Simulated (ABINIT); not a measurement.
# HfN: geometry relaxation (part 1 of 2)

The run: geometry relaxation of HfN (Fm-3m, 2 atoms in the cell). Method and program: Kohn-Sham DFT of a periodic cell, PBE, PseudoDojo NC SR PBE v0.4.1 standard, no spin polarisation (ABINIT 10.8.3).

The structure derives from an entry of the Crystallography Open Database.

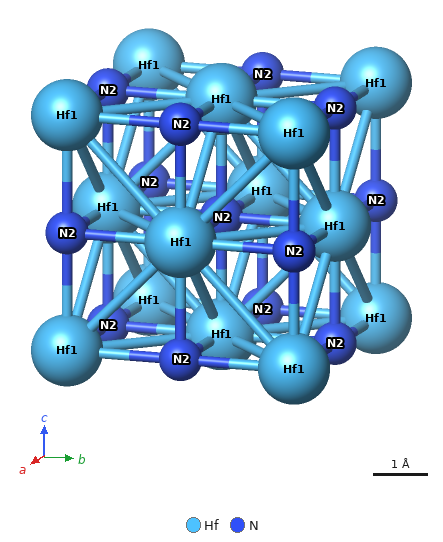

**Figure 1.** The input geometry (ball-and-stick view of the cell 4 times as large as that of the calculation, set on its symmetry axes, seen slightly off an axis; atoms are numbered from 1 in the order of the input).

Input
```
# Pseudopotentials
pp_dirpath "./"
pseudos "Hf.upf, N.upf"

# Structure
acell 3*1.0 Angstrom
rprim
     0.0000000000     2.2560000000     2.2560000000
     2.2560000000     0.0000000000     2.2560000000
     2.2560000000     2.2560000000     0.0000000000
ntypat 2
znucl 72 7
natom 2
typat 1 2
chkprim 0
chksymtnons 0
tolsym 1.0e-6
xred
            0.0            0.0            0.0
            1/2            1/2            1/2

# Plane-wave basis
ecut 42.0
ecutsm 0.5

# k points
kptopt 1
ngkpt 8 8 8
nshiftk 1
shiftk 0.0 0.0 0.0

# Exchange and correlation
ixc 11

# Bands and occupations
nband 13
occopt 3
tsmear 0.05 eV

# SCF cycle
nstep 80
tolvrs 1.0e-12

# Output
iomode 3
prteig 0
prtebands 0
prtwf 0
prtden 0

# Relaxation
ionmov 2
optcell 2
ntime 50
tolmxf 2.0e-5
dilatmx 1.08
```

Launched with:
```bash
abinit run.abi > log 2>&1
```

What the program printed
```
.Version 10.8.3 of ABINIT
 Symmetries : space group Fm -3 m (#225); Bravais cF (face-center cubic)
================================================================================
 Values of the parameters that define the memory need of the present run
     intxc =       0    ionmov =       2      iscf =       7    lmnmax =       8
     lnmax =       8     mgfft =      40  mpssoang =       4    mqgrid =    3001
     natom =       2  nloc_mem =       1    nspden =       1   nspinor =       1
    nsppol =       1      nsym =      48    n1xccc =    2501    ntypat =       2
    occopt =       3   xclevel =       2
       mpw =        2573          nfft =       64000          nkpt =          29
================================================================================
================================================================================

--------------------------------------------------------------------------------
------------- Echo of variables that govern the present computation ------------
--------------------------------------------------------------------------------
 -outvars: echo values of preprocessed input variables --------
            acell      1.8897261259E+00  1.8897261259E+00  1.8897261259E+00 Bohr
              amu      1.78490000E+02  1.40067400E+01
          chkprim           0
      chksymtnons           0
          dilatmx      1.08000000E+00
             ecut      4.20000000E+01 Hartree
           ecutsm      5.00000000E-01 Hartree
           ionmov           2
              ixc          11
         kptrlatt        8    0    0      0    8    0      0    0    8
          kptrlen      4.82328526E+01
            natom           2
            nband          13
            ngfft          40      40      40
             nkpt          29
            nstep          80
             nsym          48
            ntime          50
           ntypat           2
           occopt           3
          optcell           2
           prtden           0
        prtebands           0
           prteig           0
            prtwf           0
            rprim      0.0000000000E+00  2.2560000000E+00  2.2560000000E+00
                       2.2560000000E+00  0.0000000000E+00  2.2560000000E+00
                       2.2560000000E+00  2.2560000000E+00  0.0000000000E+00
          spgroup         225
           tolmxf      2.00000000E-05
           tolsym      1.00000000E-06
           tolvrs      1.00000000E-12
           tsmear      1.83746611E-03 Hartree
            typat      1  2
           xangst      0.0000000000E+00  0.0000000000E+00  0.0000000000E+00
                       2.2560000000E+00  2.2560000000E+00  2.2560000000E+00
            xcart      0.0000000000E+00  0.0000000000E+00  0.0000000000E+00
                       4.2632221400E+00  4.2632221400E+00  4.2632221400E+00
             xred      0.0000000000E+00  0.0000000000E+00  0.0000000000E+00
                       5.0000000000E-01  5.0000000000E-01  5.0000000000E-01
            znucl       72.00000    7.00000

================================================================================

 chkinp: Checking input parameters for consistency.

================================================================================
== DATASET  1 ==================================================================

--- !DatasetInfo
iteration_state: {dtset: 1, }
dimensions: {natom: 2, nkpt: 29, mband: 13, nsppol: 1, nspinor: 1, nspden: 1, mpw: 2573, }
cutoff_energies: {ecut:  42.0, pawecutdg:  -1.0, }
electrons: {nelect:   1.70000000E+01, charge:   0.00000000E+00, occopt:   3.00000000E+00, tsmear:   1.83746611E-03, }
meta: {optdriver: 0, ionmov: 2, optcell: 2, iscf: 7, paral_kgb: 0, }
...

 Exchange-correlation functional for the present dataset will be:
  GGA: Perdew-Burke-Ernzerhof functional - ixc=11
  J.P.Perdew, K.Burke, M.Ernzerhof, PRL 77, 3865 (1996)

 Real(R)+Recip(G) space primitive vectors, cartesian coordinates (Bohr,Bohr^-1):
 R(1)=  0.0000000  4.2632221  4.2632221  G(1)= -0.1172822  0.1172822  0.1172822
 R(2)=  4.2632221  0.0000000  4.2632221  G(2)=  0.1172822 -0.1172822  0.1172822
 R(3)=  4.2632221  4.2632221  0.0000000  G(3)=  0.1172822  0.1172822 -0.1172822
 Unit cell volume ucvol=  1.5496866E+02 bohr^3
 Angles (23,13,12)=  6.00000000E+01  6.00000000E+01  6.00000000E+01 degrees

 getcut: wavevector=  0.0000  0.0000  0.0000  ngfft=  40  40  40
         ecut(hartree)=     48.989   => boxcut(ratio)=   2.10569

--- Pseudopotential description ------------------------------------------------
- pspini: atom type   1  psp file is ./Hf.upf
  72.00000  12.00000  171031                  znucl, zion, pspdat
12 -101130 3 -1 1656                          pspcod,pspxc,lmax,lloc,mmax
     nproj     2     2     2     2

- pspini: atom type   2  psp file is ./N.upf
   7.00000   5.00000  171031                  znucl, zion, pspdat
12 -101130 1 -1 1058                          pspcod,pspxc,lmax,lloc,mmax
     nproj     2     2     0     0

   4.61619210E+02                                ecore*ucvol(ha*bohr**3)
--------------------------------------------------------------------------------

================================================================================

=== [ionmov= 2] Broyden-Fletcher-Goldfarb-Shanno method (forces)
================================================================================

--- Iteration: ( 1/50) Internal Cycle: (1/1)
--------------------------------------------------------------------------------

---SELF-CONSISTENT-FIELD CONVERGENCE--------------------------------------------

--- !BeginCycle
iteration_state: {dtset: 1, itime: 1, icycle: 1, }
solver: {iscf: 7, nstep: 80, nline: 4, wfoptalg: 0, }
tolerances: {tolvrs: 1.00E-12, }
...

     iter   Etot(hartree)      deltaE(h)  residm     vres2
 ETOT  1  -66.732455263962    -6.673E+01 1.406E-01 1.123E+03
 ETOT  2  -66.617817022067     1.146E-01 1.395E-02 1.939E+03
 ETOT  3  -66.909537848877    -2.917E-01 1.353E-02 9.759E+00
 ETOT  4  -66.911371453389    -1.834E-03 7.322E-03 2.640E-01
 ETOT  5  -66.911415661999    -4.421E-05 1.109E-03 6.237E-03
 ETOT  6  -66.911416893782    -1.232E-06 3.274E-03 1.795E-04
 ETOT  7  -66.911416906757    -1.298E-08 2.641E-04 1.153E-05
 ETOT  8  -66.911416908955    -2.198E-09 6.397E-04 8.756E-08
 ETOT  9  -66.911416908966    -1.064E-11 1.091E-04 3.309E-10
 ETOT 10  -66.911416908965     5.400E-13 2.990E-04 1.559E-11
 ETOT 11  -66.911416908967    -1.918E-12 8.871E-05 6.426E-13

 At SCF step   11       vres2   =  6.43E-13 < tolvrs=  1.00E-12 =>converged.

 Cartesian components of stress tensor (hartree/bohr^3)
  sigma(1 1)= -2.09837222E-04  sigma(3 2)=  0.00000000E+00
  sigma(2 2)= -2.09837222E-04  sigma(3 1)=  0.00000000E+00
  sigma(3 3)= -2.09837222E-04  sigma(2 1)=  0.00000000E+00

--- !ResultsGS
iteration_state: {dtset: 1, itime: 1, icycle: 1, }
comment   : Summary of ground state results
lattice_vectors:
- [  0.0000000,   4.2632221,   4.2632221, ]
- [  4.2632221,   0.0000000,   4.2632221, ]
- [  4.2632221,   4.2632221,   0.0000000, ]
lattice_lengths: [   6.02911,    6.02911,    6.02911, ]
lattice_angles: [ 60.000,  60.000,  60.000, ] # degrees, (23, 13, 12)
lattice_volume:   1.5496866E+02
convergence: {deltae: -1.918E-12, res2:  6.426E-13, residm:  8.871E-05, diffor: null, }
etotal    :  -6.69114169E+01
entropy   :   0.00000000E+00
fermie    :   5.17600287E-01
cartesian_stress_tensor: # hartree/bohr^3
- [ -2.09837222E-04,   0.00000000E+00,   0.00000000E+00, ]
- [  0.00000000E+00,  -2.09837222E-04,   0.00000000E+00, ]
- [  0.00000000E+00,   0.00000000E+00,  -2.09837222E-04, ]
pressure_GPa:   6.1736E+00
xred      :
- [  0.0000E+00,   0.0000E+00,   0.0000E+00, Hf]
- [  5.0000E-01,   5.0000E-01,   5.0000E-01,  N]
cartesian_forces: # hartree/bohr
- [ -0.00000000E+00,  -0.00000000E+00,  -0.00000000E+00, ]
- [ -0.00000000E+00,  -0.00000000E+00,  -0.00000000E+00, ]
force_length_stats: {min:   0.00000000E+00, max:   0.00000000E+00, mean:   0.00000000E+00, }
...

 Integrated electronic density in atomic spheres:
 ------------------------------------------------
 Atom  Sphere_radius  Integrated_density
    1        2.00000          8.46772362
    2        2.00000          5.26156458

---OUTPUT-----------------------------------------------------------------------

 Cartesian coordinates (xcart) [bohr]
  0.00000000000000E+00  0.00000000000000E+00  0.00000000000000E+00
  4.26322214004796E+00  4.26322214004796E+00  4.26322214004796E+00
 Reduced coordinates (xred)
  0.00000000000000E+00  0.00000000000000E+00  0.00000000000000E+00
  5.00000000000000E-01  5.00000000000000E-01  5.00000000000000E-01
 Cartesian forces (fcart) [Ha/bohr]; max,rms= 0.00000E+00 0.00000E+00 (free atoms)
 -0.00000000000000E+00 -0.00000000000000E+00 -0.00000000000000E+00
 -0.00000000000000E+00 -0.00000000000000E+00 -0.00000000000000E+00
 Gradient of E wrt nuclear positions in reduced coordinates (gred)
  0.00000000000000E+00  0.00000000000000E+00  0.00000000000000E+00
  0.00000000000000E+00  0.00000000000000E+00  0.00000000000000E+00
 Scale of Primitive Cell (acell) [bohr]
  1.88972612590778E+00  1.88972612590778E+00  1.88972612590778E+00
 Real space primitive translations (rprimd) [bohr]
  0.00000000000000E+00  4.26322214004796E+00  4.26322214004796E+00
  4.26322214004796E+00  0.00000000000000E+00  4.26322214004796E+00
  4.26322214004796E+00  4.26322214004796E+00  0.00000000000000E+00
 Unitary Cell Volume (ucvol) [Bohr^3]=  1.54968662087998E+02
 Angles (23,13,12)= [degrees]
  6.00000000000000E+01  6.00000000000000E+01  6.00000000000000E+01
 Lengths [Bohr]
  6.02910656986507E+00  6.02910656986507E+00  6.02910656986507E+00
 Stress tensor in cartesian coordinates (strten) [Ha/bohr^3]
 -2.09837221700683E-04  0.00000000000000E+00  0.00000000000000E+00
  0.00000000000000E+00 -2.09837221700676E-04  0.00000000000000E+00
  0.00000000000000E+00  0.00000000000000E+00 -2.09837221700690E-04
 Total energy (etotal) [Ha]= -6.69114169089670E+01

--- Iteration: ( 2/50) Internal Cycle: (1/1)
--------------------------------------------------------------------------------

---SELF-CONSISTENT-FIELD CONVERGENCE--------------------------------------------

--- !BeginCycle
iteration_state: {dtset: 1, itime: 2, icycle: 1, }
solver: {iscf: 7, nstep: 80, nline: 4, wfoptalg: 0, }
tolerances: {tolvrs: 1.00E-12, }
...

     iter   Etot(hartree)      deltaE(h)  residm     vres2
 ETOT  1  -66.911140426845    -6.691E+01 1.125E-03 5.570E+00
 ETOT  2  -66.911264997016    -1.246E-04 4.584E-04 3.129E+00
 ETOT  3  -66.911632178630    -3.672E-04 1.962E-04 9.021E-01
 ETOT  4  -66.911765791135    -1.336E-04 2.048E-04 1.768E-03
 ETOT  5  -66.911765973821    -1.827E-07 7.368E-05 1.225E-05
 ETOT  6  -66.911765975024    -1.202E-09 7.113E-05 2.617E-08
 ETOT  7  -66.911765975024    -8.527E-13 2.496E-05 8.288E-10
 ETOT  8  -66.911765975025    -1.023E-12 2.374E-05 6.621E-13

 At SCF step    8       vres2   =  6.62E-13 < tolvrs=  1.00E-12 =>converged.

 Cartesian components of stress tensor (hartree/bohr^3)
  sigma(1 1)= -3.01633776E-05  sigma(3 2)=  0.00000000E+00
  sigma(2 2)= -3.01633776E-05  sigma(3 1)=  0.00000000E+00
  sigma(3 3)= -3.01633776E-05  sigma(2 1)=  0.00000000E+00

--- !ResultsGS
iteration_state: {dtset: 1, itime: 2, icycle: 1, }
comment   : Summary of ground state results
lattice_vectors:
- [  0.0000000,   4.2900596,   4.2900596, ]
- [  4.2900596,   0.0000000,   4.2900596, ]
- [  4.2900596,   4.2900596,   0.0000000, ]
lattice_lengths: [   6.06706,    6.06706,    6.06706, ]
lattice_angles: [ 60.000,  60.000,  60.000, ] # degrees, (23, 13, 12)
lattice_volume:   1.5791376E+02
convergence: {deltae: -1.023E-12, res2:  6.621E-13, residm:  2.374E-05, diffor: null, }
etotal    :  -6.69117660E+01
entropy   :   0.00000000E+00
fermie    :   5.07515608E-01
cartesian_stress_tensor: # hartree/bohr^3
- [ -3.01633776E-05,   0.00000000E+00,   0.00000000E+00, ]
- [  0.00000000E+00,  -3.01633776E-05,   0.00000000E+00, ]
- [  0.00000000E+00,   0.00000000E+00,  -3.01633776E-05, ]
pressure_GPa:   8.8744E-01
xred      :
- [  0.0000E+00,   0.0000E+00,   0.0000E+00, Hf]
- [  5.0000E-01,   5.0000E-01,   5.0000E-01,  N]
cartesian_forces: # hartree/bohr
- [ -0.00000000E+00,  -0.00000000E+00,  -0.00000000E+00, ]
- [ -0.00000000E+00,  -0.00000000E+00,  -0.00000000E+00, ]
force_length_stats: {min:   0.00000000E+00, max:   0.00000000E+00, mean:   0.00000000E+00, }
...

 Integrated electronic density in atomic spheres:
 ------------------------------------------------
 Atom  Sphere_radius  Integrated_density
    1        2.00000          8.45236025
    2        2.00000          5.23337248

---OUTPUT-----------------------------------------------------------------------
```
